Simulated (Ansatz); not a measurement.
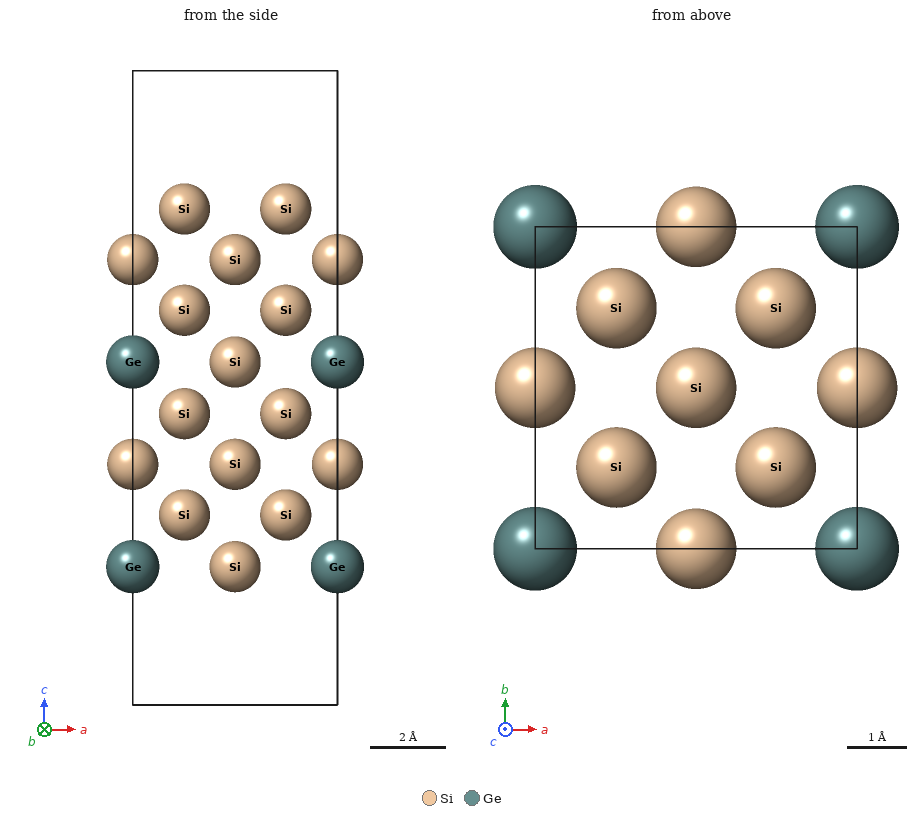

A spheres-only picture of a periodic slab, seen from the side and from above. The surface normal points up in side views; the box is the simulation cell.

The cell holds 14 Si, 2 Ge.

Which elements lie outermost on each side?

The top face ends in Si, the bottom face in Ge and Si. The faces differ, so the slab can carry a dipole.

What is its extent along the surface normal?

About 10 Å from the lowest to the highest atom, with about 7 Å of vacuum to the next image.

What is the stacking of atomic planes, top to bottom?

Eight planes: Si / Si / Si / SiGe / Si / Si / Si / SiGe.

Its origin is a structure listed in the Materials Project. The cell was then strained or its atoms displaced on purpose. Ansatz was used for an electronic-structure calculation on it.
